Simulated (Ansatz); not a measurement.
**Single-point calculation of Ga10P9 (part 1 of 2)**

- system: Ga10P9 (slab, 19 atoms in the cell)
- method: DFT PBEsol, scalar-relativistic, plane waves, PAW, no spin polarisation (Ansatz 0.2.0)

The structure derives from an entry of the Crystallography Open Database. It belongs to a series of runs on one base structure; here: (2 1 0) slab cut from the bulk. Figures and captions count atoms from 1; the log counts them from 0 in places.

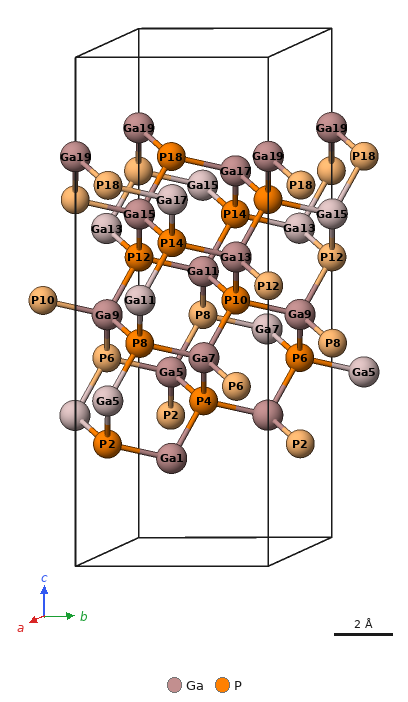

The input geometry (ball-and-stick view of the cell of the calculation, with the vacuum cut short, seen slightly off an axis; neighbours outside the cell are drawn fainter; atoms are numbered from 1 in the order of the input). An atom can appear more than once, as a periodic image. Near neighbours in the periodic cell (some may lie outside the picture): Ga has 2 P at 2.35 Å; P has 3 Ga at 2.35 Å; Ga has 3 P at 2.35 Å; P has 4 Ga at 2.35 Å; Ga has 4 P at 2.35 Å.

Summary

| quantity | value |
| --- | --- |
| outcome | converged |
| electrons treated | 175 |
| free energy | −44092.6669 eV |
| work function, top face | 4.74 eV |
| work function, bottom face | 4.73 eV |
| Fermi energy | 0.757 eV |
| gap on the k-point mesh | none (metallic) |
| work function (upper face) | 4.74 eV |
| largest force (length of the vector) | 0.979 eV/Å |
| hardware | 2 threads of Intel Xeon @ 2.50GHz (Skylake/Cascade Lake), 32 GiB of memory available, shared host |
| wall time | 2.4 min (CPU time 4.8 min) |
| peak memory | 2 GiB |

Warnings of the run: the exchange-correlation potential is rough where the density is thin.

Input file
```yaml
crystal:
  lattice:
    - [5.438450189, 0.0, 0.0]
    - [-2.7192250945, 6.0803721574, 0.0]
    - [0.0, 0.0, 25.9446698833]
  atoms:
    - { symbol: Ga, position: [0.7, 0.4, 0.2890767172] }
    - { symbol: P, position: [0.8, 0.1, 0.3125126376] }
    - { symbol: Ga, position: [0.4, 0.8, 0.3359485579] }
    - { symbol: P, position: [0.5, 0.5, 0.3593844782] }
    - { symbol: Ga, position: [0.1, 0.2, 0.3828203985] }
    - { symbol: P, position: [0.2, 0.9, 0.4062563188] }
    - { symbol: Ga, position: [0.8, 0.6, 0.4296922391] }
    - { symbol: P, position: [0.9, 0.3, 0.4531281594] }
    - { symbol: Ga, position: [0.5, 0.0, 0.4765640797] }
    - { symbol: P, position: [0.6, 0.7, 0.5] }
    - { symbol: Ga, position: [0.2, 0.4, 0.5234359203] }
    - { symbol: P, position: [0.3, 0.1, 0.5468718406] }
    - { symbol: Ga, position: [0.9, 0.8, 0.5703077609] }
    - { symbol: P, position: [0.0, 0.5, 0.5937436812] }
    - { symbol: Ga, position: [0.6, 0.2, 0.6171796015] }
    - { symbol: P, position: [0.7, 0.9, 0.6406155218] }
    - { symbol: Ga, position: [0.3, 0.6, 0.6640514421] }
    - { symbol: P, position: [0.4, 0.3, 0.6874873624] }
    - { symbol: Ga, position: [0.0, 0.0, 0.7109232828] }
basis:
  ecutwfc: 420
kpoints:
  mp_grid: { grid: [6, 5, 1] }
hamiltonian:
  xc: pbesol
scf:
  occupations: { method: gaussian, width: 0.05 }
output:
  forces: true
  stress: true
  eigenvalues: true
  write_density: true
  write_potential: true
  elf: true
  volumetric_format: npy
efield:
  axis: 3
  dipole_correction: true
  ramp_width: 0.04
```

Command:
```bash
ansatz run input.yaml --threads 2 --pin off --max-ram 5120MiB --backend cpu --events-out ev --progress --plain --runs-dir out
```

The program's output
```
Engine: ansatz 0.2.0, x86_64-unknown-linux-gnu
Pseudopotentials: kind: paw
Pseudopotential: Ga, paw, valence charge 13, recommended cutoff 420 eV (normal), Ga.paw.azcp
Pseudopotential: P, paw, valence charge 5, recommended cutoff 420 eV (normal), P.paw.azcp
Functional definition: PBEsol
  exchange = pbesol_x
  correlation = pbesol_c
Crystal: 19 atoms, lattice volume = 857.933 Å³
Basis set: ecut = 420 eV, 16635 PW (Γ), exchange–correlation on 80×90×360 points (8 copies of the dense FFT grid, shifted against one another)
Bands: 107, of which v1, the nominal top of the filled ones, is band 88 counted from 1 (87 counted from 0)
Symmetry: 1 space group operations
k-points: 16 of 30 (time reversal used)
Non-local potential: Ga, projectors of the file, l = 0: 2, l = 1: 2, l = 2: 3, l = 3: 1
Non-local potential: P, projectors of the file, l = 0: 2, l = 1: 2, l = 2: 2
PAW form: soft (Blöchl's): semilocal exchange-correlation on the pseudo side does not see the compensation charge
PAW frozen core: Ga, regenerated for the run's functional, and the local potential with it (the file was generated under x = pbe(κ = 0.804, μ = 0.2195149727645171), c = pbe(β = 0.06672455060314922))
PAW frozen core: P, regenerated for the run's functional, and the local potential with it (the file was generated under x = pbe(κ = 0.804, μ = 0.2195149727645171), c = pbe(β = 0.06672455060314922))
PAW one-centre angular grid: Ga, 590 points (default); XC on 64 Gauss nodes
PAW one-centre angular grid: P, 110 points (default); XC on 64 Gauss nodes
Initial density: superposition of atomic densities (neutral atoms: chi_scale 0, normalization atom), corrected by the library's trained network
Initial wavefunctions: pseudopotential atomic-orbital guess
Functional: x = pbesol(κ = 0.804, μ = 0.12345679012345678), c = pbesol(β = 0.046)
SCF iter   1: F=—  HF=-44092.721481 eV  |F-HF|=—  |Δ(HF+E_count)|=         —  Δρ=3.74e-3  dr2=2.93e-1  ethr=1.77e-3  p=0.000 e·Å  D=5.82e-14 V/Å  ΔV_dip=-0.00 eV  dr2_dipole=3.94e-3  V_vac-E_F(+/−)=4.65/4.65 eV  ⟨swp⟩=8.9  Hψ=8637  notcnv=0  defer=75
efield: sawtooth ramp at fractional position 0.9800 (placed from the atoms, in the widest stretch of the axis that holds none; the zero of the levels goes with the place), width 0.0400; the density the first Hamiltonian is built on has a dipole p = 0.000 e·Å; the dipole correction subtracts the counter field D = 5.82e-14 V/Å, which shifts the + side's vacuum level by -0.00 eV against the − side's; the planar-averaged density in the ramp window peaks in size at 9.3e-6 e/Å³
preconditioner: auto → LDOS  [metal: Δε(μ)=0.007 eV  Ē_g=13.513 eV  σ=0.050 eV  W_gap=0.07  n_scr=132 (ndim 8)  ℏωp=16.8 eV  f_vac=0.492  D(μ)=9.24/eV (n_scr^D=44)  β→1.0]
SCF iter   2: F=—  HF=-44092.685383 eV  |F-HF|=—  |Δ(HF+E_count)|=   3.61e-2  Δρ=1.99e-3  dr2=8.36e-2  ethr=1.67e-4  p=-0.001 e·Å  D=-1.54e-4 V/Å  ΔV_dip=0.00 eV  dr2_dipole=9.02e-5  V_vac-E_F(+/−)=4.71/4.71 eV  ⟨swp⟩=3.1  Hψ=3403  notcnv=0  defer=227
SCF iter   3: F=—  HF=-44092.673082 eV  |F-HF|=—  |Δ(HF+E_count)|=   1.23e-2  Δρ=1.04e-3  dr2=3.20e-2  ethr=4.78e-5  p=-0.001 e·Å  D=-2.03e-4 V/Å  ΔV_dip=0.01 eV  dr2_dipole=1.74e-4  V_vac-E_F(+/−)=4.71/4.71 eV  ⟨swp⟩=2.0  Hψ=2962  notcnv=0  defer=227
SCF iter   4: F=—  HF=-44092.669998 eV  |F-HF|=—  |Δ(HF+E_count)|=   3.08e-3  Δρ=6.47e-4  dr2=1.51e-2  ethr=1.83e-5  p=-0.001 e·Å  D=-2.37e-4 V/Å  ΔV_dip=0.01 eV  dr2_dipole=8.93e-5  V_vac-E_F(+/−)=4.72/4.72 eV  ⟨swp⟩=2.0  Hψ=2886  notcnv=0  defer=227
SCF iter   5: F=—  HF=-44092.667694 eV  |F-HF|=—  |Δ(HF+E_count)|=   2.30e-3  Δρ=3.36e-4  dr2=4.20e-3  ethr=8.65e-6  p=-0.001 e·Å  D=-2.84e-4 V/Å  ΔV_dip=0.01 eV  dr2_dipole=1.65e-7  V_vac-E_F(+/−)=4.73/4.72 eV  ⟨swp⟩=3.0  Hψ=2915  notcnv=0  defer=227
SCF iter   6: F=—  HF=-44092.667106 eV  |F-HF|=—  |Δ(HF+E_count)|=   5.88e-4  Δρ=1.64e-4  dr2=7.61e-4  ethr=2.40e-6  p=-0.001 e·Å  D=-2.98e-4 V/Å  ΔV_dip=0.01 eV  dr2_dipole=4.37e-8  V_vac-E_F(+/−)=4.74/4.73 eV  ⟨swp⟩=3.0  Hψ=3015  notcnv=0  defer=227
SCF iter   7: F=—  HF=-44092.666969 eV  |F-HF|=—  |Δ(HF+E_count)|=   1.37e-4  Δρ=6.91e-5  dr2=8.00e-5  ethr=4.35e-7  p=-0.001 e·Å  D=-3.04e-4 V/Å  ΔV_dip=0.01 eV  dr2_dipole=6.99e-7  V_vac-E_F(+/−)=4.74/4.73 eV  ⟨swp⟩=2.6  Hψ=2832  notcnv=0  defer=227
SCF iter   8: F=—  HF=-44092.666896 eV  |F-HF|=—  |Δ(HF+E_count)|=   7.33e-5  Δρ=2.77e-5  dr2=1.49e-5  ethr=4.57e-8  p=-0.001 e·Å  D=-3.13e-4 V/Å  ΔV_dip=0.01 eV  dr2_dipole=1.76e-6  V_vac-E_F(+/−)=4.74/4.73 eV  ⟨swp⟩=2.0  Hψ=2897  notcnv=0  defer=227
SCF iter   9: F=—  HF=-44092.666898 eV  |F-HF|=—  |Δ(HF+E_count)|=   1.54e-6  Δρ=1.39e-5  dr2=4.86e-6  ethr=8.53e-9  p=-0.002 e·Å  D=-3.24e-4 V/Å  ΔV_dip=0.01 eV  dr2_dipole=1.22e-6  V_vac-E_F(+/−)=4.74/4.73 eV  ⟨swp⟩=2.0  Hψ=2664  notcnv=0  defer=227
SCF iter  10: F=—  HF=-44092.666897 eV  |F-HF|=—  |Δ(HF+E_count)|=   1.03e-7  Δρ=7.34e-6  dr2=1.63e-6  ethr=2.77e-9  p=-0.002 e·Å  D=-3.34e-4 V/Å  ΔV_dip=0.01 eV  dr2_dipole=6.16e-7  V_vac-E_F(+/−)=4.74/4.73 eV  ⟨swp⟩=2.0  Hψ=2621  notcnv=0  defer=227
SCF iter  11: F=—  HF=-44092.666897 eV  |F-HF|=—  |Δ(HF+E_count)|=   6.83e-8  Δρ=4.43e-6  dr2=5.28e-7  ethr=9.30e-10  p=-0.002 e·Å  D=-3.42e-4 V/Å  ΔV_dip=0.01 eV  dr2_dipole=1.85e-7  V_vac-E_F(+/−)=4.74/4.73 eV  ⟨swp⟩=2.0  Hψ=2663  notcnv=0  defer=227
SCF iter  12: F=—  HF=-44092.666897 eV  |F-HF|=—  |Δ(HF+E_count)|=   1.32e-8  Δρ=2.48e-6  dr2=1.58e-7  ethr=3.02e-10  p=-0.002 e·Å  D=-3.48e-4 V/Å  ΔV_dip=0.01 eV  dr2_dipole=5.05e-8  V_vac-E_F(+/−)=4.74/4.73 eV  ⟨swp⟩=2.0  Hψ=2854  notcnv=0  defer=227
SCF iter  13: F=-44092.666897 eV  HF=-44092.666897 eV  |F-HF|=6.48e-9  |Δ(HF+E_count)|=   1.66e-8  Δρ=1.06e-6  dr2=2.56e-8  ethr=5.71e-11  p=-0.002 e·Å  D=-3.50e-4 V/Å  ΔV_dip=0.01 eV  dr2_dipole=4.93e-9  V_vac-E_F(+/−)=4.74/4.73 eV  ⟨swp⟩=20.7  Hψ=16274  notcnv=0
SCF 1 converged in 13 iterations: F = -44092.666897 eV  dr2 = 2.56e-8
  greatest PAW one-centre occupation: 0.995 electrons in one spin orbital (limit 2), on the Ga atom at site 18 (counted from 0), in its partial waves of l = 2
```

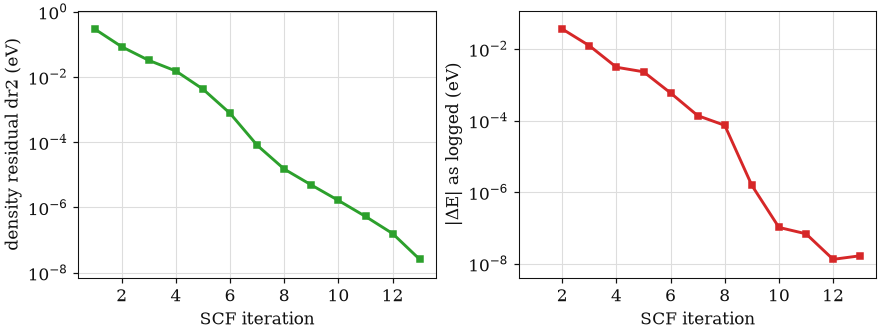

Convergence of the self-consistent field: density residual dr2 and size of the energy change against the SCF iteration. The residual falls at every step.

```
WARN: The output density's exchange-correlation potential varies sharply where the density is thin. Do not read a vacuum level from v_tot or v_xc, or from such a field of the output density. On a cell that repeats whose density bears no net charge and no dipole along the vacuum's axis use v_es (v_loc + v_h of the components); under efield.dipole_correction with no amplitude use v_es + v_field, which holds any external_charges[].barrier, or the levels of the report's work_function block, which leave it out; under a non-zero efield.amplitude the vacuum is tilted and has no level; on a cell that repeats and bears such a dipole with no correction it is tilted too, and efield.dipole_correction with no amplitude gives each side of its ramp a level where efield: is served; in a cell that repeats whose density bears a net charge (total_charge, or a fill off its count) it is curved and has none; of a slab under crystal.periodic whose density bears no net charge use v_es, which has a level on each side, short of where the two are joined; of another it falls or rises all the way out and has none; of a slab beside external_charges read slab_vacuum_level instead, which it has where they leave it neutral. The grid or the basis barely resolves most such structure, and the values can differ between equally converged runs; as a rule a tighter scf.convergence.dr2_threshold does not remove it. Where the density itself ripples (under the LDA too) a higher basis.ecutwfc lessens it. The files hold the spikes' plane waves up to the density's cutoff. Files: v_tot_of_output_density and the like, and their columns of v_z.tsv (output.write_potential); v_xc_of_output_density and the like, and their columns of v_comp_z.tsv (output.write_potential_components). Measured: with its Gaussian average of σ = 0.25 Å subtracted twice, the exchange-correlation potential is over 0.1 eV at 93 of the grid points where the equally averaged density (valence and model cores) is under 1e-3 e/Å³, and 0.203 eV at the most among them, at an averaged density of 1.3e-8 e/Å³. The input density's (outcome.potential() and, of a run that writes arrays, v_tot and v_xc) is over 0.1 eV, so measured, at 64 points of its own thin density, 0.152 eV at the most. See output.write_potential in the manual, Limitations
SCF converged after 13 iterations
Free energy (F): -44092.666897 eV
Harris-Foulkes:  -44092.666897 eV  (|F-HF|=6.48e-9)
Internal energy: -44092.655183 eV  (E = F + TS)
E sigma→0 (E₀):  -44092.661040 eV
Entropy (-TS):   -0.011714 eV (-0.617 meV/atom)
Fermi energy:    0.756612 eV
Dipole field:    D = -0.000396 V/Å  (p = -0.001878 e·Å, saw-weighted, corrected)
Work function:   Φ+ = 4.7423 eV   Φ− = 4.7320 eV
Levels:          The Fermi level and band energies are counted from a zero that moves with the ramp; work functions are not
--- Per-component energies (eV) ---
  E_band       = -1760.359409
  E_kinetic    = 1780.378215
  E_local      = -129141.675617  (includes V_loc(G=0)·N_el)
  E_nonlocal   = 4560.063439
  E_hartree    = 63162.236852
  E_xc         = -1228.896190
  E_vxc        = -1119.399515  (∫ρ·V_xc dr)
  E_paw        = -24472.316035  (= ΣΔE_a)
  E_vpaw       = -4164.179217  (= ΣTr[D̂ρ^β])
  E_aug_tail   = -0.001083  (compensation charges beyond the density's cutoff)
  E_efield     = 0.000000  (sawtooth field / dipole correction)
  E_vefield    = 0.000001  (∫n·V_field dr)
  E_ewald      = 41238.510593
  E_core_change = 9.044643  (= ΣΔE_core)
  E_smearing   = -0.011714  (= −TS)
  E_closure    = -0.000000  (closes the sum)
  Σ components = -44092.666897   (vs F -44092.666897, Δ=0.00e0)
```
